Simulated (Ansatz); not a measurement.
# Two runs on Be2C

System: Be2C (Fm-3m, 3 atoms in the cell).
Method of run 1: DFT PBEsol, scalar-relativistic, plane waves, PAW, no spin polarisation (Ansatz 0.2.0).

The structure derives from an entry of the Crystallography Open Database. Text and figures count atoms from 1; the logs count them from 0 in places.

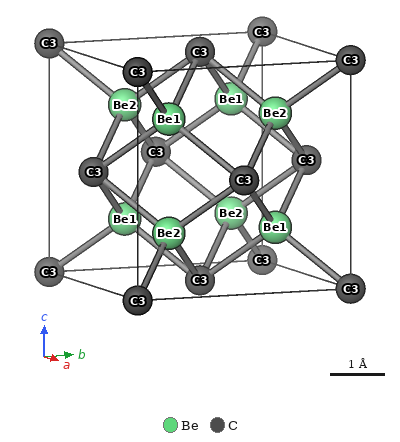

Figure 1. The input geometry (ball-and-stick view of the cell 4 times as large as that of the calculation, set on its symmetry axes, seen slightly off an axis; atoms are numbered from 1 in the order of the input). An atom can appear more than once, as a periodic image. Near neighbours in the periodic cell (some may lie outside the picture): Be has 4 C at 1.86 Å; C has 8 Be at 1.86 Å.

The input, run 1:
```yaml
crystal:
  lattice:
    - [0.0, 2.1496746329, 2.1496746329]
    - [2.1496746329, 0.0, 2.1496746329]
    - [2.1496746329, 2.1496746329, 0.0]
  atoms:
    - { symbol: Be, position: [0.25, 0.25, 0.25] }
    - { symbol: Be, position: [0.75, 0.75, 0.75] }
    - { symbol: C, position: [0.0, 0.0, 0.0] }
basis:
  ecutwfc: 420
  ecutrho_ratio: 4
kpoints:
  mp_grid: { grid: [14, 14, 14] }
hamiltonian:
  xc: pbesol
scf:
  occupations: { method: gaussian, width: 0.05 }
output:
  forces: true
  stress: true
  eigenvalues: true
```

Command:
```bash
ansatz run input.yaml --threads 8 --pin off --max-ram 15360MiB --backend cpu --events-out ev --progress --plain --runs-dir out
```

Hardware: 8 threads of Arm Neoverse V2, 24 GiB of memory available, shared host.

Output, shortened to warnings, some set-up lines, iterations and results (run 1):
```
Basis set: ecut = 420 eV, 387 PW (Γ), exchange–correlation on 48×48×48 points (8 copies of the dense FFT grid, shifted against one another)
Symmetry: 48 space group operations
k-points: 104 of 2744
Initial density: superposition of atomic densities (neutral atoms: chi_scale 0, normalization atom), corrected by the library's trained network
[...]
SCF iter   1: F=—  HF=-428.170281 eV  |F-HF|=—  |Δ(HF+E_count)|=         —  Δρ=5.24e-3  dr2=6.59e-3  ethr=1.77e-3  ⟨swp⟩=5.3  Hψ=6198  notcnv=0
SCF iter   2: F=—  HF=-428.168256 eV  |F-HF|=—  |Δ(HF+E_count)|=   2.02e-3  Δρ=1.27e-3  dr2=2.33e-4  ethr=8.23e-5  ⟨swp⟩=2.3  Hψ=1975  notcnv=0
SCF iter   3: F=—  HF=-428.168145 eV  |F-HF|=—  |Δ(HF+E_count)|=   1.11e-4  Δρ=4.12e-4  dr2=2.12e-5  ethr=2.91e-6  ⟨swp⟩=2.5  Hψ=1196  notcnv=0
SCF iter   4: F=—  HF=-428.168102 eV  |F-HF|=—  |Δ(HF+E_count)|=   4.38e-5  Δρ=4.12e-5  dr2=1.33e-7  ethr=2.64e-7  ⟨swp⟩=2.0  Hψ=1167  notcnv=0
SCF iter   5: F=-428.168101 eV  HF=-428.168101 eV  |F-HF|=1.58e-9  |Δ(HF+E_count)|=   2.02e-7  Δρ=3.30e-6  dr2=2.14e-9  ethr=1.66e-9  ⟨swp⟩=2.6  Hψ=1285  notcnv=0
SCF iter   6: F=-428.168101 eV  HF=-428.168101 eV  |F-HF|=1.71e-13  |Δ(HF+E_count)|=  8.57e-10  Δρ=7.92e-8  dr2=6.44e-13  ethr=2.68e-11  ⟨swp⟩=1.3  Hψ=2472  notcnv=0
SCF 1 converged in 6 iterations: F = -428.168101 eV  dr2 = 6.44e-13
SCF converged after 6 iterations
Free energy (F): -428.168101 eV
Harris-Foulkes:  -428.168101 eV  (|F-HF|=1.71e-13)
Internal energy: -428.168101 eV  (E = F + TS)
E sigma→0 (E₀):  -428.168101 eV
Fermi energy:    10.324409 eV
--- Per-component energies (eV) ---
  E_band       = 26.098157
  E_kinetic    = 136.213978
  E_local      = -85.936164  (includes V_loc(G=0)·N_el)
  E_nonlocal   = 35.513222
  E_hartree    = 26.833391
  E_xc         = -89.102412
  E_vxc        = -103.768886  (∫ρ·V_xc dr)
  E_paw        = -209.885959  (= ΣΔE_a)
  E_vpaw       = -9.590787  (= ΣTr[D̂ρ^β])
  E_aug_tail   = 0.000007  (compensation charges beyond the density's cutoff)
  E_ewald      = -241.844327
  E_core_change = 0.040163  (= ΣΔE_core)
  E_smearing   = -0.000000  (= −TS)
  E_closure    = 0.000000  (closes the sum)
  Σ components = -428.168101   (vs F -428.168101, Δ=0.00e0)
--- Forces (eV/Å), atoms counted from 1 ---
  atom   1  Be    -0.00000000     0.00000000     0.00000000
  atom   2  Be     0.00000000    -0.00000000    -0.00000000
  atom   3  C     -0.00000000     0.00000000    -0.00000000
  max |Σ_I F_I| component: 3.47e-17 eV/Å
--- Stress (GPa, compression-positive) ---
        1.646984       0.000000      -0.000000
        0.000000       1.646984       0.000000
       -0.000000       0.000000       1.646984
  P = ⅓ Tr σ = 1.6470 GPa (16.470 kbar)
```

The input of run 2 differs as follows (lines with − go, lines with + come):
```diff
-    - [0.0, 2.1496746329, 2.1496746329]
-    - [2.1496746329, 0.0, 2.1496746329]
-    - [2.1496746329, 2.1496746329, 0.0]
+    - [0.0, 2.1721927439, 2.1721927439]
+    - [2.1721927439, 0.0, 2.1721927439]
+    - [2.1721927439, 2.1721927439, 0.0]
```

Predict how the results change.

With the same functional and potentials, run 2 lies 2.0 meV per atom higher. The pressure goes from 1.65 to −4.62 GPa. The volume per atom goes from 6.62 to 6.83 Å³. The cell is scaled evenly with the atoms at fixed fractional positions, so −ΔP/Δ ln V estimates the bulk modulus midway between the two volumes: about 200 GPa. The number of SCF iterations is the same. The plane waves at Γ go from 387 to 411.

Output, shortened to warnings, some set-up lines, iterations and results (run 2):
```
Basis set: ecut = 420 eV, 411 PW (Γ), exchange–correlation on 48×48×48 points (8 copies of the dense FFT grid, shifted against one another)
Symmetry: 48 space group operations
k-points: 104 of 2744
Initial density: superposition of atomic densities (neutral atoms: chi_scale 0, normalization atom), corrected by the library's trained network
[...]
SCF iter   1: F=—  HF=-428.164287 eV  |F-HF|=—  |Δ(HF+E_count)|=         —  Δρ=5.31e-3  dr2=7.12e-3  ethr=1.77e-3  ⟨swp⟩=5.2  Hψ=6200  notcnv=0
SCF iter   2: F=—  HF=-428.162125 eV  |F-HF|=—  |Δ(HF+E_count)|=   2.16e-3  Δρ=1.38e-3  dr2=2.95e-4  ethr=8.90e-5  ⟨swp⟩=2.3  Hψ=1989  notcnv=0
SCF iter   3: F=—  HF=-428.162001 eV  |F-HF|=—  |Δ(HF+E_count)|=   1.23e-4  Δρ=4.28e-4  dr2=2.55e-5  ethr=3.69e-6  ⟨swp⟩=2.5  Hψ=1200  notcnv=0
SCF iter   4: F=—  HF=-428.161960 eV  |F-HF|=—  |Δ(HF+E_count)|=   4.11e-5  Δρ=4.17e-5  dr2=1.50e-7  ethr=3.19e-7  ⟨swp⟩=2.0  Hψ=1150  notcnv=0
SCF iter   5: F=-428.161960 eV  HF=-428.161960 eV  |F-HF|=2.46e-9  |Δ(HF+E_count)|=   1.59e-7  Δρ=4.02e-6  dr2=3.59e-9  ethr=1.88e-9  ⟨swp⟩=2.8  Hψ=1268  notcnv=0
SCF iter   6: F=-428.161960 eV  HF=-428.161960 eV  |F-HF|=1.25e-12  |Δ(HF+E_count)|=   1.10e-9  Δρ=1.15e-7  dr2=2.45e-12  ethr=4.49e-11  ⟨swp⟩=1.4  Hψ=2498  notcnv=0
SCF 1 converged in 6 iterations: F = -428.161960 eV  dr2 = 2.45e-12
SCF converged after 6 iterations
Free energy (F): -428.161960 eV
Harris-Foulkes:  -428.161960 eV  (|F-HF|=1.25e-12)
Internal energy: -428.161960 eV  (E = F + TS)
E sigma→0 (E₀):  -428.161960 eV
Fermi energy:    9.955149 eV
--- Per-component energies (eV) ---
  E_band       = 24.143100
  E_kinetic    = 134.426905
  E_local      = -87.423627  (includes V_loc(G=0)·N_el)
  E_nonlocal   = 35.204994
  E_hartree    = 27.210606
  E_xc         = -88.540792
  E_vxc        = -103.053481  (∫ρ·V_xc dr)
  E_paw        = -209.742978  (= ΣΔE_a)
  E_vpaw       = -9.432926  (= ΣTr[D̂ρ^β])
  E_aug_tail   = 0.000008  (compensation charges beyond the density's cutoff)
  E_ewald      = -239.337239
  E_core_change = 0.040163  (= ΣΔE_core)
  E_smearing   = -0.000000  (= −TS)
  E_closure    = 0.000000  (closes the sum)
  Σ components = -428.161960   (vs F -428.161960, Δ=0.00e0)
--- Forces (eV/Å), atoms counted from 1 ---
  atom   1  Be    -0.00000000     0.00000000    -0.00000000
  atom   2  Be     0.00000000    -0.00000000     0.00000000
  atom   3  C     -0.00000000     0.00000000     0.00000000
  max |Σ_I F_I| component: 2.78e-17 eV/Å
--- Stress (GPa, compression-positive) ---
       -4.616748       0.000000      -0.000000
        0.000000      -4.616748      -0.000000
        0.000000      -0.000000      -4.616748
  P = ⅓ Tr σ = -4.6167 GPa (-46.167 kbar)
```

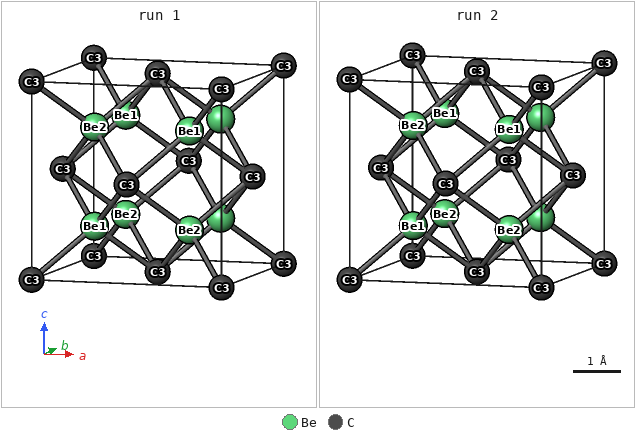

Figure 2. The two input geometries at one scale (ball-and-stick view of the cell 4 times as large as that of the calculation, set on its symmetry axes, seen slightly off an axis). No atom moves by more than 0.005 Å relative to the cell. The volume changes by +3.2 %, with a = b = c 4.299 → 4.344 Å (+1.0 %). Among the contacts that change: Be1–C3 1.862 → 1.881 Å.

The two runs side by side:

```csv
quantity,run 1,run 2
outcome,converged,converged
free energy per atom (eV),−142.7227,−142.7207
gap on the mesh (eV),1.08,1.07
pressure (GPa),1.65,−4.62
volume per atom (Å³),6.62,6.83
largest force (eV/Å),0.000,0.000
SCF iterations,6,6
irreducible k-points,104,104
plane waves at Γ,387,411
```
